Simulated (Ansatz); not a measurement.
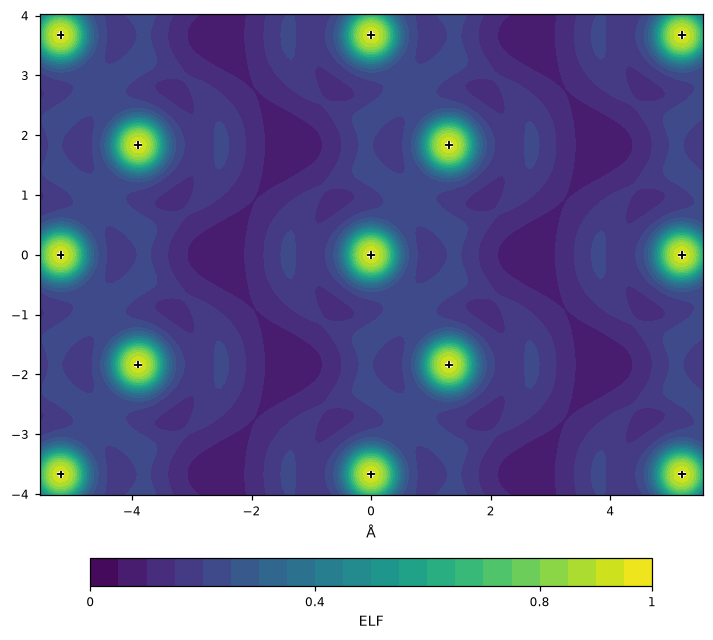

The electron localisation function on a plane through atoms (crosses mark nuclei in the plane).

Computed with DFT, revPBE, plane waves (420 eV) with PAW, scalar-relativistic in Ansatz.

Candidates:
A. Cu, a = 5.19 Å, b = 5.19 Å, c = 5.19 Å, α = 90.00°, β = 90.00°, γ = 90.00°. Space group Fd-3m; set up as Cu, diamond; a generated structure, not necessarily the stable one; changed on purpose from its base cell (volume × 0.88); computed pressure about 8 GPa in this cell; computed without spin polarisation.
B. B, a = 1.92 Å, b = 1.92 Å, c = 1.92 Å, α = 90.00°, β = 90.00°, γ = 90.00°. Space group Pm-3m; set up as B, simple cubic; a generated structure, not necessarily the stable one; changed on purpose from its base cell (volume × 1.04); computed pressure about −8 GPa in this cell; computed without spin polarisation.

Which candidate gave the map?

Candidate A: Cu on the (011) plane of the conventional cell, which holds Cu. Cu–Cu (2.25 Å): the ELF is about 0.20 at the midpoint; no localised pair shows between them.
